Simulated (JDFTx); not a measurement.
# Energy of BN along an even scaling of the cell

System: BN (P6₃mc, 4 atoms in the cell).
Method: Kohn-Sham DFT of a periodic cell, PBEsol, PseudoDojo-SR-PBEsol-0.4.1-standard, no spin polarisation (JDFTx 1.7.0 (patched build)).

The 7 runs differ only in the geometry, by an even scaling of the cell at fixed fractional positions. The structure derives from a Materials Project entry.

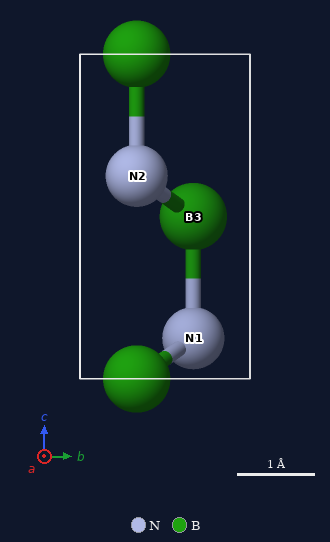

Figure 1. The structure of run 4 (ball-and-stick view of the cell of the calculation, along the a axis; atoms are numbered from 1 in the order of the input). An atom can appear more than once, as a periodic image.

### Input of run 4
```
lattice \
    4.8262463860    -2.4131231931     0.0000000000 \
    0.0000000000     4.1796519752     0.0000000000 \
    0.0000000000     0.0000000000     7.9875983185
coords-type Lattice
ion N      0.3333333333     0.6666666667     0.1252760000 1
ion N      0.6666666667     0.3333333333     0.6252760000 1
ion B      0.3333333333     0.6666666667     0.4997240000 1
ion B      0.6666666667     0.3333333333     0.9997240000 1

ion-species pseudo/N.upf
ion-species pseudo/B.upf
elec-cutoff 42 336
elec-ex-corr gga-PBEsol
kpoint-folding 12 12 6
elec-smearing Fermi 0.0018374661
elec-n-bands 14
electronic-SCF nIterations 100 energyDiffThreshold 1e-09
electronic-minimize nIterations 30 energyDiffThreshold 1e-7
forces-output-coords Cartesian

dump-name run.$VAR
dump End Ecomponents EigStats BandEigs Kpoints Forces Stress
```

Command:
```bash
jdftx -c 1 -i BN.in -o BN.out
```

Lattice vectors (Å) and fractional positions of run 4:
```
   2.553940    0.000000    0.000000
  -1.276970    2.211777    0.000000
   0.000000    0.000000    4.226855
N   0.333333  0.666667  0.125276
N   0.666667  0.333333  0.625276
B   0.333333  0.666667  0.499724
B   0.666667  0.333333  0.999724
```

Run 6 differs from it as follows:
```diff
-    4.8262463860    -2.4131231931     0.0000000000 \
-    0.0000000000     4.1796519752     0.0000000000 \
-    0.0000000000     0.0000000000     7.9875983185
+    4.8897569113    -2.4448784557     0.0000000000 \
+    0.0000000000     4.2346537034     0.0000000000 \
+    0.0000000000     0.0000000000     8.0927103503
```

### Results, with one run withheld

| run | volume per atom (Å³) | free energy per atom, from the lowest run given (meV) | pressure (GPa) | gap on the mesh (eV) |
| --- | --- | --- | --- | --- |
| 1 | 5.611 | 16.29 | 20.06 | 4.94 |
| 2 | 5.730 | 4.85 | 10.78 | 4.97 |
| 3 | 5.850 | 0.00 | 2.34 | 5.01 |
| 4 | 5.969 | 1.15 | −5.33 | 5.04 |
| 5 | 6.088 | 7.75 | −12.31 | 5.06 |
| 6 | 6.208 | ? | ? | ? |
| 7 | 6.327 | 35.40 | −24.44 | 5.11 |

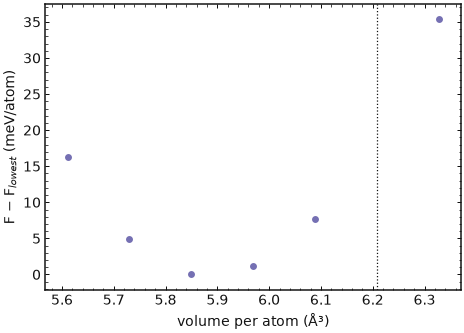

Figure 2. Free energy per atom of the runs given; the dotted line marks run 6.

Fit the runs given and predict run 6.

A cubic polynomial in V^(−2/3) (the Birch–Murnaghan form), fitted to the 6 runs given, misses them by at most 0.01 meV per atom. With x = V^(−2/3) − 0.30553 Å⁻², it reads F = 0.0098581 − 428.46 x + 1.6971e+05 x² − 64080 x³ (meV per atom). At run 6 it gives 19.38 meV per atom, and the run itself gives 19.32. The slope of the fit gives a pressure −dF/dV of −18.66 GPa there, and the run prints −18.66 GPa. The fit has its minimum at 5.885 Å³ per atom, where V d²F/dV² gives 386 GPa. Cell shape and fractional positions are held, so this is the stiffness under even scaling; the relaxed bulk modulus wasn't computed. The gap on the mesh goes, without turning, from 4.94 eV in run 1 to 5.11 eV in run 7; run 6 has 5.09 eV. These are gaps of this functional on this mesh, which can miss the band edges; they aren't the measured gap.

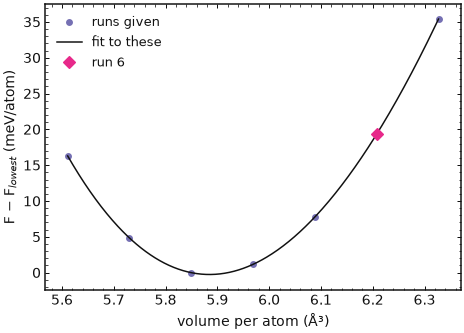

Figure 3. The fit and the withheld run.

### Some lines of the output (run 6)
```
[...]
unit cell volume = 167.571
     Etot =      -25.7849999269189958
        F =      -25.7849999269189993
	HOMO-LUMO gap: +0.186976
	Optical gap  : +0.293889 at state 8 ( [ +0.000000 +0.166667 +0.000000 ] spin 0 )
```
